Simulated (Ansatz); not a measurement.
Geometry relaxation of Al2Au (part 2 of 2)

Continued. System: Al2Au (slab, 9 atoms in the cell). Method: DFT PBE, scalar-relativistic, plane waves, PAW, no spin polarisation (Ansatz 0.2.0); cutoff 420 eV, 9×9×1 k-mesh, Gaussian smearing of 0.1 eV. The structure derives from an entry of the Crystallography Open Database. It belongs to a series of runs on one base structure; here: (1 1 1) slab, atoms relaxed.

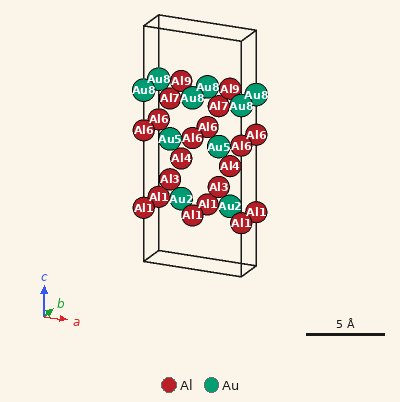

Figure 1. The geometry at step 5 of the log (spheres-only view of the 2 × 1 repeat of the cell, with the vacuum cut short, seen slightly off an axis; atoms are numbered from 1 in the order of the input).

```
WARN: The input density's exchange-correlation potential varies sharply where the density is thin. Do not read a vacuum level from v_tot or v_xc, or from such a field of the output density. On a cell that repeats whose density bears no net charge and no dipole along the vacuum's axis use v_es (v_loc + v_h of the components); under efield.dipole_correction with no amplitude use v_es + v_field, which holds any external_charges[].barrier, or the levels of the report's work_function block, which leave it out; under a non-zero efield.amplitude the vacuum is tilted and has no level; on a cell that repeats and bears such a dipole with no correction it is tilted too, and efield.dipole_correction with no amplitude gives each side of its ramp a level where efield: is served; in a cell that repeats whose density bears a net charge (total_charge, or a fill off its count) it is curved and has none; of a slab under crystal.periodic whose density bears no net charge use v_es, which has a level on each side, short of where the two are joined; of another it falls or rises all the way out and has none; of a slab beside external_charges read slab_vacuum_level instead, which it has where they leave it neutral. The grid or the basis barely resolves most such structure, and the values can differ between equally converged runs; as a rule a tighter scf.convergence.dr2_threshold does not remove it. Where the density itself ripples (under the LDA too) a higher basis.ecutwfc lessens it. The files hold the spikes' plane waves up to the density's cutoff. Files: v_tot and the like, and their columns of v_z.tsv (output.write_potential); v_xc and the like, and their columns of v_comp_z.tsv (output.write_potential_components); where files of the output density stand in their place, no point of their own thin density is over the threshold below, and this is of outcome.potential() and, of a run that writes arrays (npy), the arrays of these names. Measured: with its Gaussian average of σ = 0.25 Å subtracted twice, the exchange-correlation potential is over 0.1 eV at 6 of the grid points where the equally averaged density (valence and model cores) is under 1e-3 e/Å³, and 0.117 eV at the most among them, at an averaged density of 3.5e-7 e/Å³. See output.write_potential in the manual, Limitations
SCF converged after 7 iterations
Free energy (F): -42674.830400 eV
Harris-Foulkes:  -42674.830400 eV  (|F-HF|=7.55e-9)
Internal energy: -42674.806855 eV  (E = F + TS)
E sigma→0 (E₀):  -42674.818627 eV
Entropy (-TS):   -0.023545 eV (-2.616 meV/atom)
Fermi energy:    2.468554 eV
Dipole field:    D = -0.000001 V/Å  (p = -0.000002 e·Å, saw-weighted, corrected)
Work function:   Φ+ = 4.1730 eV   Φ− = 4.1729 eV
Levels:          The Fermi level and band energies are counted from a zero that moves with the ramp; work functions are not
--- Per-component energies (eV) ---
  E_band       = -1764.856494
  E_kinetic    = 1944.370580
  E_local      = -51465.298293  (includes V_loc(G=0)·N_el)
  E_nonlocal   = 267.928887
  E_hartree    = 24792.557529
  E_xc         = -924.195272
  E_vxc        = -1001.986167  (∫ρ·V_xc dr)
  E_paw        = -31915.528352  (= ΣΔE_a)
  E_vpaw       = -1095.000286  (= ΣTr[D̂ρ^β])
  E_aug_tail   = 0.004220  (compensation charges beyond the density's cutoff)
  E_efield     = 0.000000  (sawtooth field / dipole correction)
  E_vefield    = 0.000000  (∫n·V_field dr)
  E_ewald      = 14625.353847
  E_smearing   = -0.023545  (= −TS)
  E_closure    = -0.000000  (closes the sum)
  Σ components = -42674.830400   (vs F -42674.830400, Δ=0.00e0)
--- Forces (eV/Å), atoms counted from 1 ---
  atom   1  Al     0.00000000    -0.00000000     0.00307977
  atom   2  Au     0.00000000    -0.00000000    -0.00471508
  atom   3  Al     0.00000000    -0.00000000    -0.00163581
  atom   4  Al     0.00000000     0.00000000     0.00426211
  atom   5  Au     0.00000000    -0.00000000     0.00000013
  atom   6  Al     0.00000000    -0.00000000    -0.00426193
  atom   7  Al     0.00000000     0.00000000     0.00163591
  atom   8  Au     0.00000000     0.00000000     0.00471513
  atom   9  Al     0.00000000     0.00000000    -0.00307970
  max |Σ_I F_I| component: 5.32e-7 eV/Å
--- Band table (eV; the first three rows and the last of 12) ---
  k-point 0: bands = ["-104.6085", "-104.4406", "-104.4406", "-55.9986", "-55.9986", "-55.9924", "-55.8743", "-55.8743", "-55.8743", "-55.8743", "-55.7381", "-55.7381", "-7.7094", "-7.0442", "-6.2360", "-3.9949", "-3.9280", "-3.9280", "-3.8994", "-3.8307", "-3.8307", "-3.7921", "-3.7921", "-3.0310", "-3.0310", "-2.7948", "-2.7948", "-2.7476", "-2.7476", "-2.6397", "-1.6916", "0.0777", "2.3233", "3.2213", "3.2213", "4.1230", "4.1230", "4.8488", "4.9887", "4.9887", "5.0503", "5.2857", "5.5523", "6.1114", "6.1114", "6.2086", "6.2730"]
  k-point 1: bands = ["-104.6085", "-104.4406", "-104.4406", "-55.9987", "-55.9986", "-55.9924", "-55.8744", "-55.8744", "-55.8743", "-55.8743", "-55.7381", "-55.7381", "-7.5667", "-6.8992", "-6.0891", "-4.0764", "-4.0506", "-3.9460", "-3.8815", "-3.7990", "-3.7714", "-3.7286", "-3.6884", "-3.0553", "-3.0451", "-2.8540", "-2.7960", "-2.7933", "-2.7462", "-2.6089", "-1.5187", "0.1895", "2.0143", "2.3392", "2.7462", "2.8507", "3.6017", "3.7649", "4.5980", "4.7017", "4.9848", "5.0930", "5.6605", "6.2905", "6.3724", "6.4591", "6.6089"]
  k-point 2: bands = ["-104.6085", "-104.4406", "-104.4406", "-55.9989", "-55.9987", "-55.9924", "-55.8746", "-55.8746", "-55.8744", "-55.8744", "-55.7381", "-55.7381", "-7.1492", "-6.4781", "-5.6683", "-4.2576", "-4.1727", "-4.0758", "-3.7659", "-3.7215", "-3.6136", "-3.5921", "-3.5586", "-3.1456", "-3.0606", "-2.9558", "-2.8274", "-2.7961", "-2.7335", "-2.5964", "-1.1128", "0.0558", "0.4704", "1.1629", "1.7277", "1.9171", "2.7045", "2.7106", "3.6594", "4.0838", "4.5393", "5.0137", "5.6014", "6.0859", "6.5582", "6.7820", "6.9652"]
  k-point 11: bands = ["-104.6085", "-104.4406", "-104.4406", "-55.9991", "-55.9991", "-55.9923", "-55.8748", "-55.8748", "-55.8748", "-55.8748", "-55.7380", "-55.7380", "-5.0164", "-4.6573", "-4.6573", "-4.3639", "-4.1808", "-4.1808", "-3.6262", "-3.6262", "-3.3957", "-3.3594", "-3.3594", "-3.3549", "-3.0578", "-3.0578", "-3.0335", "-2.7766", "-2.7466", "-2.7466", "-1.7674", "-1.5115", "-1.5115", "-0.9493", "-0.8740", "-0.8740", "1.3832", "2.3652", "2.3652", "3.5926", "3.5926", "5.4531", "6.1712", "6.1712", "6.9588", "7.7279", "7.7279"]
--- Relaxed structure (9 steps of the walk, 6 accepted, 0 SCFs on fresh bases) ---
  F+E_penalty+E_count = -42674.83039992 eV   max|allowed force component| = 4.715e-3 eV/Å
  atoms:
    - { symbol: Al, position: [9.776921888401736e-18, -7.348222065977816e-32, 0.3253514983046138] }
    - { symbol: Au, position: [0.6666666666666666, 0.3333333333333333, 0.3536953337841053] }
    - { symbol: Al, position: [0.3333333333333333, 0.6666666666666666, 0.3885059884194643] }
    - { symbol: Al, position: [0.6666666666666666, 0.3333333333333333, 0.4647299776560177] }
    - { symbol: Au, position: [0.3333333333333333, 0.6666666666666666, 0.4999999992994297] }
    - { symbol: Al, position: [-1.606436668802622e-18, 3.040458050001804e-33, 0.5352700208651073] }
    - { symbol: Al, position: [0.3333333333333333, 0.6666666666666666, 0.6114940103320029] }
    - { symbol: Au, position: [-1.0687187205160847e-18, 2.393543903585492e-32, 0.6463046681451456] }
    - { symbol: Al, position: [0.6666666666666666, 0.3333333333333333, 0.6746485031941143] }
```

**Trajectory as extended XYZ (Å, eV, eV/Å), 9 frames, from step=1 to step=9**
```
9
Lattice="4.2856 0.0000 0.0000 -2.1428 3.7115 0.0000 0.0000 0.0000 23.7480" Properties=species:S:1:pos:R:3:forces:R:3 step=1 energy=-42674.73998
Al    0.0000    0.0000    7.5000    0.0000   0.0000   0.4300
Au    2.1428    1.2372    8.3748    0.0000   0.0000  -0.2441
Al    0.0000    2.4743    9.2496    0.0000   0.0000  -0.1307
Al    2.1428    1.2372   10.9992    0.0000   0.0000  -0.1463
Au    0.0000    2.4743   11.8740    0.0000   0.0000   0.0000
Al    0.0000    0.0000   12.7488    0.0000   0.0000   0.1463
Al    0.0000    2.4743   14.4984    0.0000   0.0000   0.1307
Au    0.0000    0.0000   15.3732    0.0000   0.0000   0.2441
Al    2.1428    1.2372   16.2480    0.0000   0.0000  -0.4300
9
Lattice="4.2856 0.0000 0.0000 -2.1428 3.7115 0.0000 0.0000 0.0000 23.7480" Properties=species:S:1:pos:R:3:forces:R:3 step=2 energy=-42674.81854
Al    0.0000    0.0000    7.6764    0.0000   0.0000   0.0006
Au    2.1428    1.2372    8.3738    0.0000   0.0000  -0.0550
Al    0.0000    2.4743    9.2372    0.0000   0.0000  -0.0286
Al    2.1428    1.2372   10.9751    0.0000   0.0000   0.1745
Au    0.0000    2.4743   11.8740    0.0000   0.0000   0.0000
Al    0.0000    0.0000   12.7729    0.0000   0.0000  -0.1745
Al    0.0000    2.4743   14.5108    0.0000   0.0000   0.0286
Au    0.0000    0.0000   15.3742    0.0000   0.0000   0.0550
Al    2.1428    1.2372   16.0716    0.0000   0.0000  -0.0006
9
Lattice="4.2856 0.0000 0.0000 -2.1428 3.7115 0.0000 0.0000 0.0000 23.7480" Properties=species:S:1:pos:R:3:forces:R:3 step=3 energy=-42674.82543
Al    0.0000    0.0000    7.6936    0.0000   0.0000   0.0250
Au    2.1428    1.2372    8.3854    0.0000   0.0000  -0.0307
Al    0.0000    2.4743    9.2384    0.0000   0.0000  -0.0533
Al    2.1428    1.2372   11.0035    0.0000   0.0000   0.0913
Au    0.0000    2.4743   11.8740    0.0000   0.0000   0.0000
Al    0.0000    0.0000   12.7445    0.0000   0.0000  -0.0913
Al    0.0000    2.4743   14.5096    0.0000   0.0000   0.0533
Au    0.0000    0.0000   15.3625    0.0000   0.0000   0.0307
Al    2.1428    1.2372   16.0543    0.0000   0.0000  -0.0250
9
Lattice="4.2856 0.0000 0.0000 -2.1428 3.7115 0.0000 0.0000 0.0000 23.7480" Properties=species:S:1:pos:R:3:forces:R:3 step=4 energy=-42674.82539 accepted=F
Al    0.0000    0.0000    7.7573    0.0000   0.0000  -0.0622
Au    2.1428    1.2372    8.4128    0.0000   0.0000   0.0384
Al    0.0000    2.4743    9.2267    0.0000   0.0000   0.0237
Al    2.1428    1.2372   11.0650    0.0000   0.0000  -0.1454
Au    0.0000    2.4743   11.8740    0.0000   0.0000   0.0000
Al    0.0000    0.0000   12.6830    0.0000   0.0000   0.1454
Al    0.0000    2.4743   14.5213    0.0000   0.0000  -0.0237
Au    0.0000    0.0000   15.3351    0.0000   0.0000  -0.0384
Al    2.1428    1.2372   15.9907    0.0000   0.0000   0.0622
9
Lattice="4.2856 0.0000 0.0000 -2.1428 3.7115 0.0000 0.0000 0.0000 23.7480" Properties=species:S:1:pos:R:3:forces:R:3 step=5 energy=-42674.82543
Al    0.0000    0.0000    7.6936    0.0000   0.0000   0.0249
Au    2.1428    1.2372    8.3854    0.0000   0.0000  -0.0307
Al    0.0000    2.4743    9.2384    0.0000   0.0000  -0.0533
Al    2.1428    1.2372   11.0035    0.0000   0.0000   0.0913
Au    0.0000    2.4743   11.8740    0.0000   0.0000   0.0000
Al    0.0000    0.0000   12.7445    0.0000   0.0000  -0.0913
Al    0.0000    2.4743   14.5096    0.0000   0.0000   0.0533
Au    0.0000    0.0000   15.3625    0.0000   0.0000   0.0307
Al    2.1428    1.2372   16.0543    0.0000   0.0000  -0.0249
9
Lattice="4.2856 0.0000 0.0000 -2.1428 3.7115 0.0000 0.0000 0.0000 23.7480" Properties=species:S:1:pos:R:3:forces:R:3 step=6 energy=-42674.82541 accepted=F
Al    0.0000    0.0000    7.7572    0.0000   0.0000  -0.0620
Au    2.1428    1.2372    8.4128    0.0000   0.0000   0.0384
Al    0.0000    2.4743    9.2267    0.0000   0.0000   0.0237
Al    2.1428    1.2372   11.0649    0.0000   0.0000  -0.1451
Au    0.0000    2.4743   11.8740    0.0000   0.0000   0.0000
Al    0.0000    0.0000   12.6831    0.0000   0.0000   0.1451
Al    0.0000    2.4743   14.5213    0.0000   0.0000  -0.0237
Au    0.0000    0.0000   15.3352    0.0000   0.0000  -0.0384
Al    2.1428    1.2372   15.9908    0.0000   0.0000   0.0620
9
Lattice="4.2856 0.0000 0.0000 -2.1428 3.7115 0.0000 0.0000 0.0000 23.7480" Properties=species:S:1:pos:R:3:forces:R:3 step=7 energy=-42674.82954
Al    0.0000    0.0000    7.7096    0.0000   0.0000   0.0231
Au    2.1428    1.2372    8.3901    0.0000   0.0000  -0.0014
Al    0.0000    2.4743    9.2264    0.0000   0.0000  -0.0104
Al    2.1428    1.2372   11.0247    0.0000   0.0000   0.0314
Au    0.0000    2.4743   11.8740    0.0000   0.0000   0.0000
Al    0.0000    0.0000   12.7233    0.0000   0.0000  -0.0314
Al    0.0000    2.4743   14.5216    0.0000   0.0000   0.0104
Au    0.0000    0.0000   15.3579    0.0000   0.0000   0.0014
Al    2.1428    1.2372   16.0384    0.0000   0.0000  -0.0231
9
Lattice="4.2856 0.0000 0.0000 -2.1428 3.7115 0.0000 0.0000 0.0000 23.7480" Properties=species:S:1:pos:R:3:forces:R:3 step=8 energy=-42674.82906 accepted=F
Al    0.0000    0.0000    7.7457    0.0000   0.0000  -0.0337
Au    2.1428    1.2372    8.4089    0.0000   0.0000   0.0077
Al    0.0000    2.4743    9.2257    0.0000   0.0000   0.0173
Al    2.1428    1.2372   11.0515    0.0000   0.0000  -0.0618
Au    0.0000    2.4743   11.8740    0.0000   0.0000   0.0000
Al    0.0000    0.0000   12.6964    0.0000   0.0000   0.0618
Al    0.0000    2.4743   14.5222    0.0000   0.0000  -0.0173
Au    0.0000    0.0000   15.3390    0.0000   0.0000  -0.0077
Al    2.1428    1.2372   16.0023    0.0000   0.0000   0.0337
9
Lattice="4.2856 0.0000 0.0000 -2.1428 3.7115 0.0000 0.0000 0.0000 23.7480" Properties=species:S:1:pos:R:3:forces:R:3 step=9 energy=-42674.83040
Al    0.0000    0.0000    7.7264    0.0000   0.0000   0.0031
Au    2.1428    1.2372    8.3996    0.0000   0.0000  -0.0047
Al    0.0000    2.4743    9.2262    0.0000   0.0000  -0.0016
Al    2.1428    1.2372   11.0364    0.0000   0.0000   0.0043
Au    0.0000    2.4743   11.8740    0.0000   0.0000   0.0000
Al    0.0000    0.0000   12.7116    0.0000   0.0000  -0.0043
Al    0.0000    2.4743   14.5217    0.0000   0.0000   0.0016
Au    0.0000    0.0000   15.3484    0.0000   0.0000   0.0047
Al    2.1428    1.2372   16.0215    0.0000   0.0000  -0.0031
```

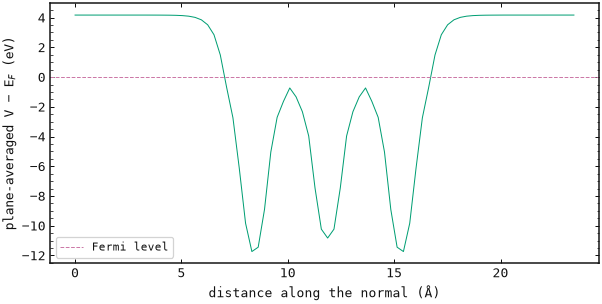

Figure 2. Plane average of the electrostatic potential energy of an electron across the cell, from the Fermi level. The vacuum level lies 4.17 eV above the Fermi level.

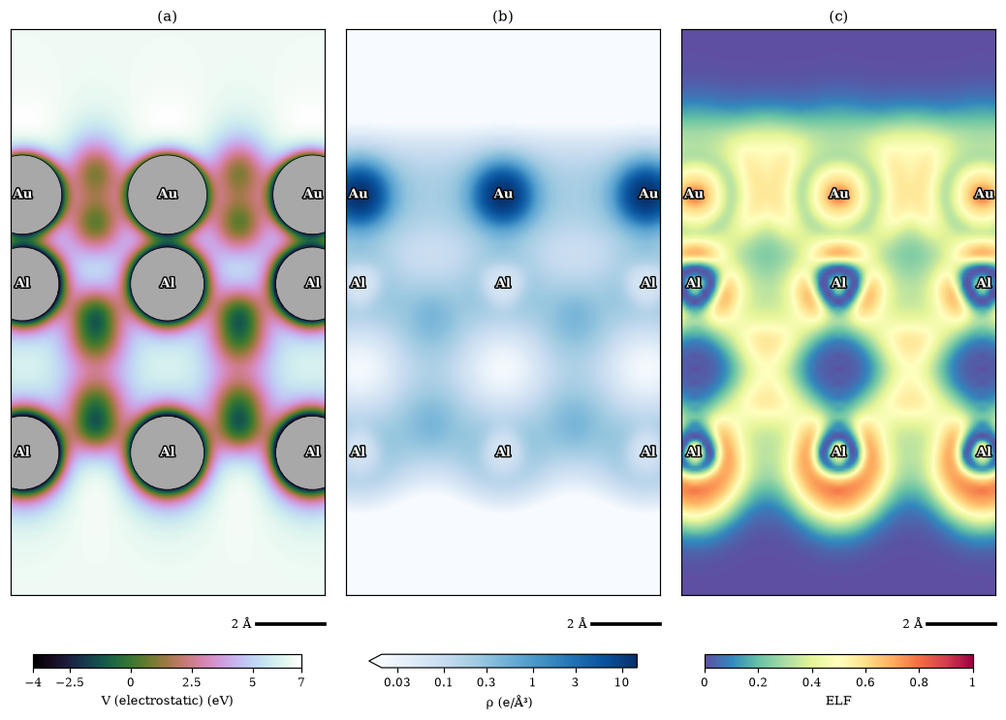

Figure 3. (a) electrostatic potential (local pseudopotential plus Hartree) felt by an electron; (b) valence pseudo-density; (c) ELF on the (010) plane of the calculation cell, a cut from vacuum to vacuum. Grey discs, where drawn, cover atomic cores. The section cuts through Al and Au sites. Al–Au (2.64 Å): ρ is about 0.38 e/Å³ halfway; the ELF is about 0.50 at the midpoint (no localised pair between them). The density dies away to nearly zero in the vacuum. The strong features right at Au lie inside the PAW spheres (semicore, d or f shells) and say nothing about bonding. In a PAW calculation such maps are meaningful between the atoms, not at the nuclei.

The run was set up as follows.

**The input**
```yaml
crystal:
  lattice:
    - [4.2856189452, 0.0, 0.0]
    - [-2.1428094726, 3.7114548774, 0.0]
    - [0.0, 0.0, 23.7479830397]
  atoms:
    - { symbol: Al, position: [0.0, 0.0, 0.3158162943] }
    - { symbol: Au, position: [0.6666666667, 0.3333333333, 0.3526530354] }
    - { symbol: Al, position: [0.3333333333, 0.6666666667, 0.3894897766] }
    - { symbol: Al, position: [0.6666666667, 0.3333333333, 0.4631632589] }
    - { symbol: Au, position: [0.3333333333, 0.6666666667, 0.5] }
    - { symbol: Al, position: [0.0, 0.0, 0.5368367411] }
    - { symbol: Al, position: [0.3333333333, 0.6666666667, 0.6105102234] }
    - { symbol: Au, position: [0.0, 0.0, 0.6473469646] }
    - { symbol: Al, position: [0.6666666667, 0.3333333333, 0.6841837057] }
basis:
  ecutwfc: 420
kpoints:
  mp_grid: { grid: [9, 9, 1] }
hamiltonian:
  xc: pbe
scf:
  occupations: { method: gaussian, width: 0.1 }
output:
  forces: true
  eigenvalues: true
  write_density: true
  write_potential: true
  elf: true
  volumetric_format: npy
relax:
  adjacent_minimum: "off"
  f_tol: 0.02
  max_steps: 60
efield:
  axis: 3
  dipole_correction: true
  ramp_width: 0.04
```

Command:
```bash
ansatz run input.yaml --threads 2 --pin off --max-ram 4096MiB --backend cpu --events-out ev --progress --plain --runs-dir out
```

**Results in brief**

```json
{"quantity": "outcome", "value": "converged"}
{"quantity": "electrons treated", "value": "75"}
{"quantity": "free energy", "value": "−42674.8304 eV"}
{"quantity": "work function, top face", "value": "4.17 eV"}
{"quantity": "work function, bottom face", "value": "4.17 eV"}
{"quantity": "Fermi energy", "value": "2.469 eV"}
{"quantity": "gap on the k-point mesh", "value": "none (metallic)"}
{"quantity": "final volume", "value": "377.73 Å³"}
{"quantity": "work function (upper face)", "value": "4.17 eV"}
{"quantity": "largest force (length of the vector) at the end", "value": "0.005 eV/Å"}
{"quantity": "hardware", "value": "2 threads of Intel Xeon (Sapphire Rapids), 64 GiB of memory available, shared host"}
{"quantity": "wall time", "value": "80 s (CPU time 2.6 min)"}
{"quantity": "peak memory", "value": "0.67 GiB"}
```

**Remarks**

The program warns: the exchange-correlation potential is rough where the density is thin. Spin–orbit coupling is left out, which matters for Au.
